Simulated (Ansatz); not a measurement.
# Mo in Au(111), 2x2: scattering by a point defect

How strong a scatterer is Mo in Au(111), 2x2, and does relaxation matter?

Method: Ansatz plane-wave DFT, PBE, PAW files; ballistic transport by layer matching (Landauer), zero bias; PAW set soft_1, in Ansatz 0.2.0.

## Step 1: Set-up

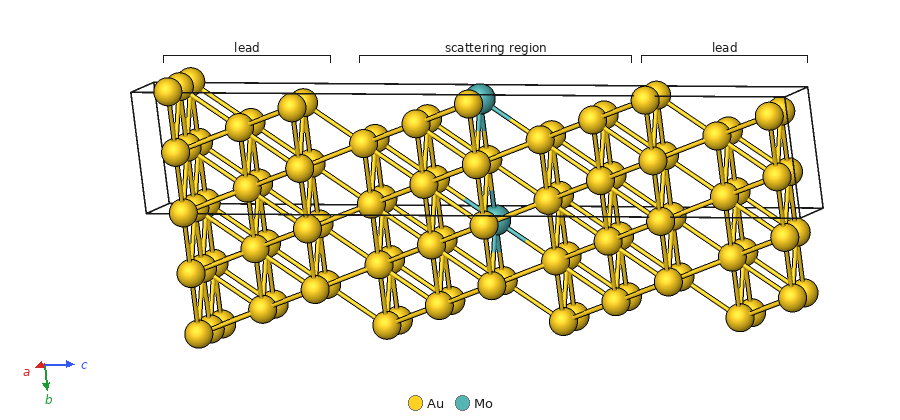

The cell as given, from the side, with the c axis across the page (gold yellow, molybdenum teal). 1×2×1 cells are drawn. Some periodic images of atoms are drawn too.

The cell holds 44 atoms: 43 Au and 1 Mo. Its edges and angles: a = 5.768 Å, b = 5.768 Å, c = 25.954 Å, α = 86.8°, β = 93.2°, γ = 120.0°. It derives from Au. Regions: lead, 24 atoms (24 Au); scattering region, 20 atoms (19 Au and 1 Mo). The structure is stacked along c, and the current runs across the ab planes.

## Step 2: Transmission at ideal sites

The defect sits in one plane of the supercell, all atoms on ideal sites; the layers about the cell's end are the lead. The mesh across the current, 12×12, is finer than the density's, because channels open and close sharply across the zone. Energies from -0.1 to 0.1 eV in steps of 0.05 eV are too few for the program's thermal sum, so it prints no conductance; for a metal the transmission near the Fermi level serves, at a fraction of the cost.

Contents of input.yaml:

```yaml
crystal:
  lattice:
    - [5.7675164607, 0.0, 0.0]
    - [-2.8837582304, 4.9948157718, 0.0]
    - [-1.4418791152, 0.8324692953, 25.9003660885]
  atoms:
    - { symbol: Au, position: [0.0075757576, 0.9924242424, 0.0454545455] }
    - { symbol: Au, position: [0.0075757576, 0.4924242424, 0.0454545455] }
    - { symbol: Au, position: [0.5075757576, 0.9924242424, 0.0454545455] }
    - { symbol: Au, position: [0.5075757576, 0.4924242424, 0.0454545455] }
    - { symbol: Au, position: [0.1893939394, 0.3106060606, 0.1363636364] }
    - { symbol: Au, position: [0.1893939394, 0.8106060606, 0.1363636364] }
    - { symbol: Au, position: [0.6893939394, 0.3106060606, 0.1363636364] }
    - { symbol: Au, position: [0.6893939394, 0.8106060606, 0.1363636364] }
    - { symbol: Au, position: [0.3712121212, 0.1287878788, 0.2272727273] }
    - { symbol: Au, position: [0.3712121212, 0.6287878788, 0.2272727273] }
    - { symbol: Au, position: [0.8712121212, 0.1287878788, 0.2272727273] }
    - { symbol: Au, position: [0.8712121212, 0.6287878788, 0.2272727273] }
    - { symbol: Au, position: [0.053030303, 0.946969697, 0.3181818182] }
    - { symbol: Au, position: [0.053030303, 0.446969697, 0.3181818182] }
    - { symbol: Au, position: [0.553030303, 0.946969697, 0.3181818182] }
    - { symbol: Au, position: [0.553030303, 0.446969697, 0.3181818182] }
    - { symbol: Au, position: [0.2348484848, 0.2651515152, 0.4090909091] }
    - { symbol: Au, position: [0.2348484848, 0.7651515152, 0.4090909091] }
    - { symbol: Au, position: [0.7348484848, 0.2651515152, 0.4090909091] }
    - { symbol: Au, position: [0.7348484848, 0.7651515152, 0.4090909091] }
    - { symbol: Mo, position: [0.4166666667, 0.0833333333, 0.5] }
    - { symbol: Au, position: [0.4166666667, 0.5833333333, 0.5] }
    - { symbol: Au, position: [0.9166666667, 0.0833333333, 0.5] }
    - { symbol: Au, position: [0.9166666667, 0.5833333333, 0.5] }
    - { symbol: Au, position: [0.0984848485, 0.9015151515, 0.5909090909] }
    - { symbol: Au, position: [0.0984848485, 0.4015151515, 0.5909090909] }
    - { symbol: Au, position: [0.5984848485, 0.9015151515, 0.5909090909] }
    - { symbol: Au, position: [0.5984848485, 0.4015151515, 0.5909090909] }
    - { symbol: Au, position: [0.2803030303, 0.2196969697, 0.6818181818] }
    - { symbol: Au, position: [0.2803030303, 0.7196969697, 0.6818181818] }
    - { symbol: Au, position: [0.7803030303, 0.2196969697, 0.6818181818] }
    - { symbol: Au, position: [0.7803030303, 0.7196969697, 0.6818181818] }
    - { symbol: Au, position: [0.4621212121, 0.0378787879, 0.7727272727] }
    - { symbol: Au, position: [0.4621212121, 0.5378787879, 0.7727272727] }
    - { symbol: Au, position: [0.9621212121, 0.0378787879, 0.7727272727] }
    - { symbol: Au, position: [0.9621212121, 0.5378787879, 0.7727272727] }
    - { symbol: Au, position: [0.1439393939, 0.8560606061, 0.8636363636] }
    - { symbol: Au, position: [0.1439393939, 0.3560606061, 0.8636363636] }
    - { symbol: Au, position: [0.6439393939, 0.8560606061, 0.8636363636] }
    - { symbol: Au, position: [0.6439393939, 0.3560606061, 0.8636363636] }
    - { symbol: Au, position: [0.3257575758, 0.1742424242, 0.9545454545] }
    - { symbol: Au, position: [0.3257575758, 0.6742424242, 0.9545454545] }
    - { symbol: Au, position: [0.8257575758, 0.1742424242, 0.9545454545] }
    - { symbol: Au, position: [0.8257575758, 0.6742424242, 0.9545454545] }
kpoints:
  mp_grid: { grid: [5, 5, 1] }
hamiltonian:
  xc: pbe
  pseudopotentials: { kind: paw, azcp: { folder: soft_1 } }
scf:
  occupations: { method: fermi_dirac, width: 0.1 }
output:
  transmission: { leads: [[0, 4]], kmesh: [12, 12], e_range: [-0.1, 0.1], de: 0.05 }
  write_potential: true
  write_density: true
  volumetric_format: npy
  elf: true
```

The run is started by

```console
$ ansatz run input.yaml --threads 4 --pin off --max-ram 15360MiB --backend cpu --events-out ev --progress --plain --runs-dir out
```

Numbers of over 12 decimals in the logs are rounded to 6 here.

The log of the run:

```text
Engine: ansatz 0.2.0, aarch64-unknown-linux-gnu
Pseudopotentials: kind: paw
Pseudopotential: Au, paw, valence charge 19, recommended cutoff 420 eV (normal), soft_1/Au.paw.azcp
Pseudopotential: Mo, paw, valence charge 14, recommended cutoff 420 eV (normal), soft_1/Mo.paw.azcp
Functional definition: PBE
  parameter kappa = 0.804
  parameter beta = 0.066725
  exchange = pbe_x(kappa = kappa, mu = beta*pi^2/3)
  correlation = pbe_c(beta = beta)
Crystal: 44 atoms, lattice volume = 746.130 Å³
Basis set: ecut = 420 eV, 14649 PW (Γ)
Bands: 499, of which v1, the nominal top of the filled ones, is band 416 counted from 1 (415 counted from 0)
Symmetry: 4 space group operations
Space group: C2/m (ITA 12), of the structure as read, at distance tolerance 9.1e-5 Å
k-points: 9 of 25
Non-local potential: Au, projectors of the file, l = 0: 3, l = 1: 2, l = 2: 2, l = 3: 1
Non-local potential: Mo, projectors of the file, l = 0: 3, l = 1: 2, l = 2: 2, l = 3: 1
PAW form: soft (Blöchl's): semilocal exchange-correlation on the pseudo side does not see the compensation charge
PAW one-centre angular grid: Au, 590 points (default); XC on 64 Gauss nodes
PAW one-centre angular grid: Mo, 590 points (default); XC on 64 Gauss nodes
Initial density: superposition of atomic densities (chi_scale 0.1, normalization cell, long waves 44 % of neutral atoms (reshape's long-wave potential 1.44 eV rms, cloud 2.90 Å wide))
Initial wavefunctions: pseudopotential atomic-orbital guess
Functional: x = pbe(κ = 0.804, μ = 0.219515), c = pbe(β = 0.066725)
SCF iter   1: F=—  HF=-570483.333988 eV  |F-HF|=—  |Δ(HF+E_count)|=         —  Δρ=9.90e-2  dr2=8.40e2  ethr=3.10e-3  ⟨swp⟩=4.0  Hψ=13377  notcnv=0  defer=142
preconditioner: auto → Kerker (q_TF=auto, 2.778 Å⁻¹)  [metal: Δε(μ)=0.020 eV  Ē_g=9.907 eV  σ=0.100 eV  W_gap=0.05  n_scr=292 (ndim 8)  ℏωp=29.8 eV  f_vac=0.000  D(μ)=14.44/eV (n_scr^D=82)]
SCF iter   2: F=—  HF=-570464.737886 eV  |F-HF|=—  |Δ(HF+E_count)|=    1.86e1  Δρ=4.90e-2  dr2=4.02e2  ethr=3.10e-3  ⟨swp⟩=2.0  Hψ=7579  notcnv=0  defer=521
SCF iter   3: F=—  HF=-570457.926405 eV  |F-HF|=—  |Δ(HF+E_count)|=    6.81e0  Δρ=3.55e-2  dr2=4.01e1  ethr=3.10e-3  ⟨swp⟩=3.0  Hψ=9759  notcnv=0  defer=516
SCF iter   4: F=—  HF=-570456.224189 eV  |F-HF|=—  |Δ(HF+E_count)|=    1.70e0  Δρ=1.90e-2  dr2=1.07e2  ethr=3.10e-3  ⟨swp⟩=2.0  Hψ=5383  notcnv=0  defer=512  recentre
SCF iter   5: F=—  HF=-570455.496753 eV  |F-HF|=—  |Δ(HF+E_count)|=   7.27e-1  Δρ=1.13e-2  dr2=1.06e1  ethr=3.10e-3  ⟨swp⟩=1.8  Hψ=4373  notcnv=0  defer=512
SCF iter   6: F=—  HF=-570455.100103 eV  |F-HF|=—  |Δ(HF+E_count)|=   3.97e-1  Δρ=5.06e-3  dr2=3.91e0  ethr=1.28e-3  ⟨swp⟩=2.0  Hψ=5068  notcnv=0  defer=513
SCF iter   7: F=—  HF=-570455.062941 eV  |F-HF|=—  |Δ(HF+E_count)|=   3.72e-2  Δρ=1.96e-3  dr2=1.14e-1  ethr=4.71e-4  ⟨swp⟩=1.0  Hψ=4234  notcnv=0  defer=518
SCF iter   8: F=—  HF=-570455.056852 eV  |F-HF|=—  |Δ(HF+E_count)|=   6.09e-3  Δρ=3.19e-4  dr2=6.52e-3  ethr=1.38e-5  ⟨swp⟩=2.0  Hψ=6424  notcnv=0  defer=518
SCF iter   9: F=—  HF=-570455.056623 eV  |F-HF|=—  |Δ(HF+E_count)|=   2.29e-4  Δρ=1.19e-4  dr2=4.88e-4  ethr=7.84e-7  ⟨swp⟩=2.0  Hψ=4030  notcnv=0  defer=518
SCF iter  10: F=—  HF=-570455.056543 eV  |F-HF|=—  |Δ(HF+E_count)|=   8.04e-5  Δρ=5.49e-5  dr2=1.55e-4  ethr=5.87e-8  ⟨swp⟩=2.3  Hψ=6290  notcnv=0  defer=518
SCF iter  11: F=—  HF=-570455.056527 eV  |F-HF|=—  |Δ(HF+E_count)|=   1.60e-5  Δρ=1.49e-5  dr2=1.26e-5  ethr=1.86e-8  ⟨swp⟩=1.1  Hψ=3968  notcnv=0  defer=518
SCF iter  12: F=—  HF=-570455.057434 eV  |F-HF|=—  |Δ(HF+E_count)|=   9.07e-4  Δρ=3.44e-6  dr2=4.98e-7  ethr=1.51e-9  ⟨swp⟩=1.0  Hψ=4374  notcnv=0  defer=518
SCF iter  13: F=-570455.057434 eV  HF=-570455.057434 eV  |F-HF|=4.21e-8  |Δ(HF+E_count)|=   3.40e-8  Δρ=1.40e-6  dr2=4.88e-8  ethr=1.20e-11  ⟨swp⟩=10.3  Hψ=17519  notcnv=0
SCF 1 converged in 13 iterations: F = -570455.057434 eV  dr2 = 4.88e-8
  greatest PAW one-centre occupation: 1.000 electrons in one spin orbital (limit 2), on the Au atom at site 22 (counted from 0), in its partial waves of l = 0
transmission: 167 of 1634 steps passed
transmission: 327 of 1634 steps passed
[...]
transmission: 1634 of 1634 steps passed
SCF converged after 13 iterations
Free energy (F): -570455.057434 eV
Harris-Foulkes:  -570455.057434 eV  (|F-HF|=4.21e-8)
Internal energy: -570454.351559 eV  (E = F + TS)
E sigma→0 (E₀):  -570454.704496 eV
Entropy (-TS):   -0.705875 eV (-16.043 meV/atom)
Fermi energy:    20.685328 eV
--- Per-component energies (eV) ---
  E_band       = -8951.583592
  E_kinetic    = 25287.979502
  E_local      = -74061.989714  (includes V_loc(G=0)·N_el)
  E_nonlocal   = 4361.445644
  E_hartree    = 32063.174114
  E_xc         = -9444.874479
  E_vxc        = -11478.322932  (∫ρ·V_xc dr)
  E_paw        = -421667.669928  (= ΣΔE_a)
  E_vpaw       = -17187.113138  (= ΣTr[D̂ρ^β])
  E_aug_tail   = 0.073375  (compensation charges beyond the density's cutoff)
  E_ewald      = -126992.490072
  E_smearing   = -0.705875  (= −TS)
  E_closure    = 0.000000  (closes the sum)
  Σ components = -570455.057434   (vs F -570455.057434, Δ=0.00e0)
--- Band table (eV; the first three rows and the last of 9) ---
  k-point 0: bands = [... 412 lower, 20.8713, 20.9573, 21.0121, 21.1346, 21.2938, 21.4500, 21.4728, 21.5604, ... 79 higher]
  k-point 1: bands = [... 412 lower, 20.5053, 20.5876, 20.6445, 20.6964, 20.7465, 20.7925, 20.8268, 20.9468, ... 79 higher]
  k-point 2: bands = [... 412 lower, 20.4485, 20.4981, 20.5166, 20.5810, 20.7076, 20.7403, 20.7920, 21.0711, ... 79 higher]
  k-point 8: bands = [... 412 lower, 20.4579, 20.4801, 20.4923, 20.5499, 20.6003, 20.8650, 20.8805, 20.8883, ... 79 higher]
--- Transmission ---
  basis      : 253 plane waves across, 38 finite elements along
  points     : 43, standing for a mesh of 12 x 12
  energies   : 5 from -0.100000 to 0.100000 eV about the Fermi level, 0.050000 eV apart; the leads are filled to 0.000000 eV, and channels, transmission and decay are at 0.000000 eV
  crystal 0  : Au4, at the sites [0, 4], period 2.3546 Å, over 23.55 Å; its Hamiltonian steps by up to 9.3 meV
    offset         : up to 0.0000 Å between an atom of the period and one for which it stands
    channels       : 3.187500e0 a spin
    conductance    : none, the energies end too early or step too widely for 300 K: set another output.transmission.e_range or a lower de, or, where they end at an eighth of basis.ecutwfc, a higher one
  junction   : crystal 0 to crystal 0, 0.70 to 24.24 Å
    transmission   : 1.332125e0 a spin
    conductance    : none, the energies end too early or step too widely for 300 K: set another output.transmission.e_range or a lower de, or, where they end at an eighth of basis.ecutwfc, a higher one
```

It took 10 min on 4 threads of Arm Neoverse V1, shared host; peak memory 6.4 GiB; 39 min of CPU time.

The column dr2 measures how far the density is from self-consistency, as an energy; F and HF (Harris–Foulkes) agree once it is small.

This run has no spin polarisation although its electron count is odd.

Numbers from this step:

| Item | Value |
| --- | --- |
| free energy | -570455.0574 eV |
| energy at zero smearing | -570454.7045 eV |
| Fermi energy | 20.69 eV |
| cell area | 28.81 Å² |
| transmission per spin nearest the Fermi level | 1.332 |
| open channels per spin nearest the Fermi level | 3.188 |
| step of the lead's potential | 9.3 meV |

Per spin. The transmission, zone mean by energy, zero at the Fermi level:

```csv
energy (eV),"transmission, zone mean"
-0.1000,1.35
-0.0500,1.40
0.0000,1.33
0.0500,1.26
0.1000,1.23
```

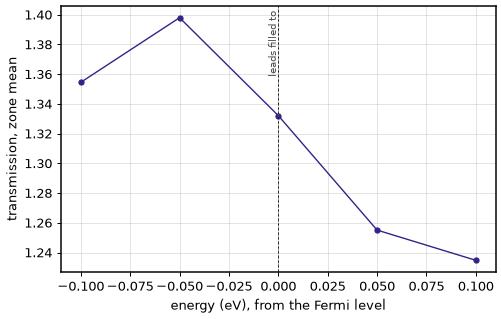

Transmission, zone mean against energy.

Per spin. Open channels, zone mean, lead against energy, zero at the Fermi level:

```csv
energy (eV),"open channels, zone mean, lead"
-0.1000,3.19
-0.0500,3.19
0.0000,3.19
0.0500,3.19
0.1000,3.15
```

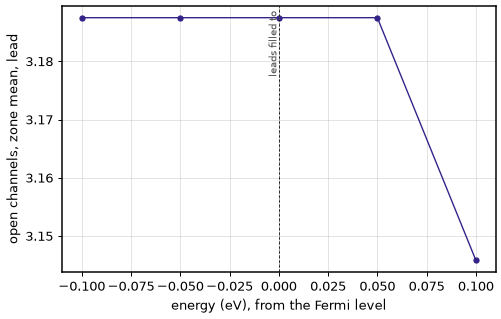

Open channels, zone mean, lead, plotted against energy.

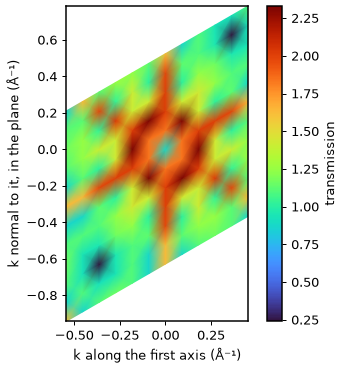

Transmission over k1 and k2. At 0.0000 eV from the Fermi level.

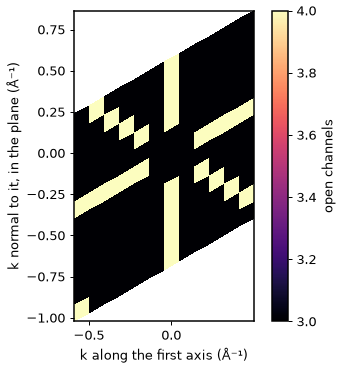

Open channels over k1 and k2. At 0.0000 eV from the Fermi level.

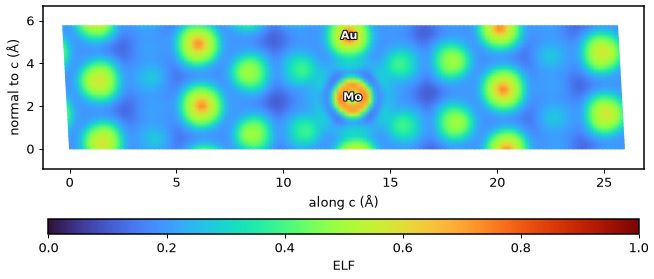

ELF in the ca plane at fractional y = 0.083, with atoms of Mo and Au within 0.2 Å of it. It is the smooth field of the valence electrons, not physical close to the nuclei.

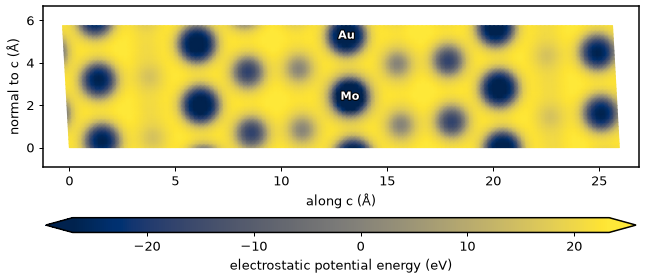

Electrostatic potential energy in the ca plane at fractional y = 0.083, with atoms of Mo and Au within 0.2 Å of it. With pseudopotentials it is smooth inside the atoms' cores, unlike the true potential.

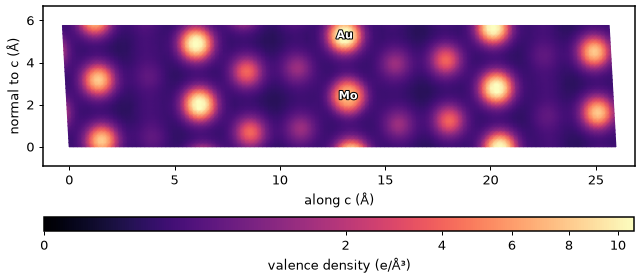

Valence density in the ca plane at fractional y = 0.083, with atoms of Mo and Au within 0.2 Å of it. It is the smooth field of the valence electrons, not physical close to the nuclei. The colour scale is stretched toward low values.

Over the solved energies the transmission per spin lies between 1.23 and 1.40, out of 3.18 channels of the lead on average (up to 3.19).

## Step 3: Resistance at ideal sites

This step: Ansatz plane-wave DFT, PBE, PAW files; ballistic transport by layer matching (Landauer), zero bias; area resistance of the defect plane and resistivity an atomic per cent; PAW set soft_1 (Ansatz 0.2.0).

Numbers from this step:

* area resistance: 1.632 fΩ m²
* T over the leads' mean channel count: 0.4168
* resistivity per at.% scaled from this dense plane, with the factor 3/4 for isotropic scattering: 20.80 µΩ cm

Averaged over the energies near the Fermi level, 41.7 % of the channels pass, which makes 1.63 fΩ m².

By hand, with T and the leads' channels N averaged over the energies near the Fermi level: RA = A (h/2e²)(1/T − 1/N) = 28.81×10⁻²⁰ m² × 12 906 Ω × (1/1.328 − 1/3.188) = 1.63 fΩ m². Per atomic per cent: RA × A / V_atom × 0.01 × 3/4 = 20.8 µΩ cm, with the host's V_atom = 16.96 Å³.

## Step 4: Results

```yaml
share_of_channels_that_pass_rigid: 0.417
area_resistance_rigid: 1.63 fΩ m²
resistivity_per_at_from_the_area_resistance_times_3_over_4_rigid: 20.8 µΩ cm
```

**Reading.** The plane of defects adds 1.6 fΩ m². Scaled to one atomic per cent that is 28 µΩ cm as it stands and 21 with the factor 3/4 for isotropic scattering on a spherical Fermi surface; with the reflection in place of the resistance taken as linear in the density it would be 8.7. These are rough estimates of the dilute value, not bounds. One Mo in each 2x2 cell reflects 58 % of the lead's channels. The defects form a dense periodic sheet that scatters coherently, unlike a dilute random alloy. T and N are means over the solved energies nearest the Fermi level. Spin-orbit coupling is left out, which matters for Au.

[Logs are printed without paths, hosts, clocks, repeated set-up lines and the standing remarks that a program may print on its own settings, such as how far it seeks lower states.]

[Hosts, paths, dates, database ids (printed as entryN), source tags and the programs' standing remarks are cut or masked in the printed files.]
